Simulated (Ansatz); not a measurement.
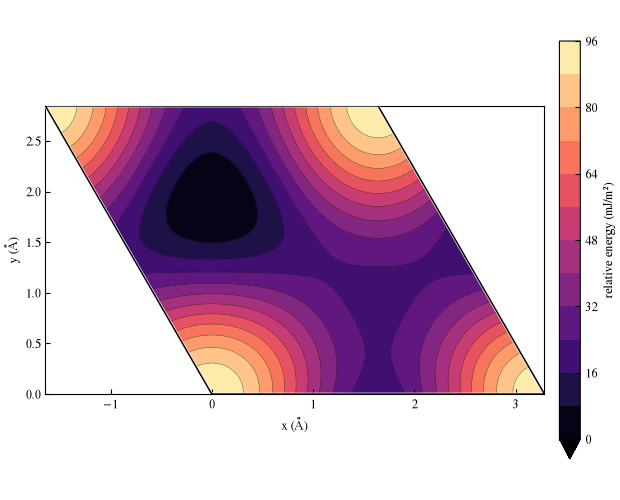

A bilayer of two WSe₂ sheets (1H type), the upper one turned by 180 degrees about the normal (6 atoms in the cell). The upper layer of a bilayer is slid over the lower one; relaxed at each slide: nothing; the origin of the map has Se4 above Se3; the distance between the facing planes is held at 3.56 Å. Places are given modulo a cell vector. The map is drawn in real space over the plane of the slide. Grid: 6 × 6 points; 10 points were computed and 26 follow by symmetry. Energies are in mJ/m², from the lowest grid point. At a held distance the lowest stacking need not be the one that binds best once the distance relaxes. Level of theory: Ansatz, DFT PBE+D3(BJ), scalar-relativistic, plane waves, PAW. Settings: cutoff 420 eV, k-mesh 9×9×1, gaussian smearing 0.05 eV, no spin polarisation.

In the figure: filled contours, the outline of one cell of the plane. Between grid points the surface is interpolated.

The lowest grid point is at (2/6, 4/6) of the cell vectors. The highest grid point, (0/6, 0/6) of the cell vectors, lies 95 mJ/m² above the lowest. Facing atoms of the upper layer at the lowest point: Se above W of a deeper plane, the W behind them above Se; at the highest: Se above Se.

The upper layer is now not turned; all else is set up alike.

How does the landscape change?

Answer. The lowest place stays at (2/6, 4/6) of the cell vectors. The span from the lowest to the highest grid point grows from 95 to 101 mJ/m². In the new map: facing atoms of the upper layer at the lowest point: Se above W of a deeper plane; at the highest: Se above Se, the W behind them above W.

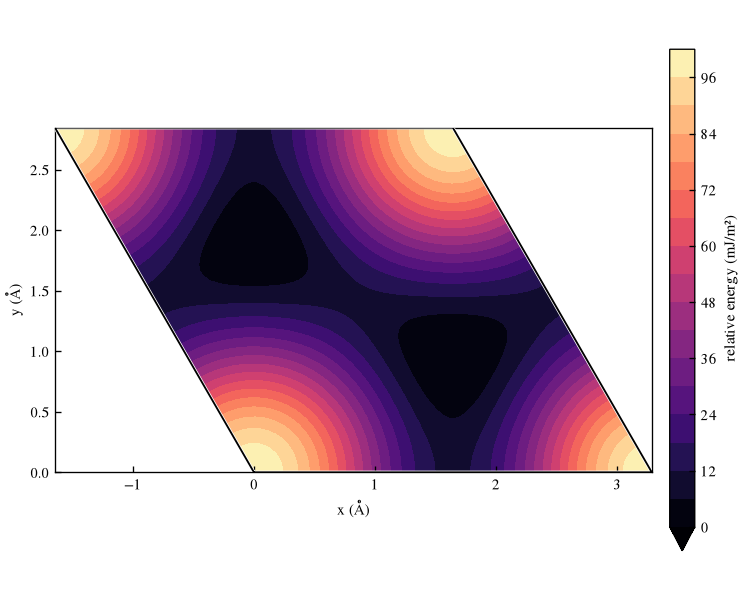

The map after the change, on a colour scale of its own. In the figure: filled contours, the outline of one cell of the plane. Between grid points the surface is interpolated.

PAW datasets: the set soft_1.
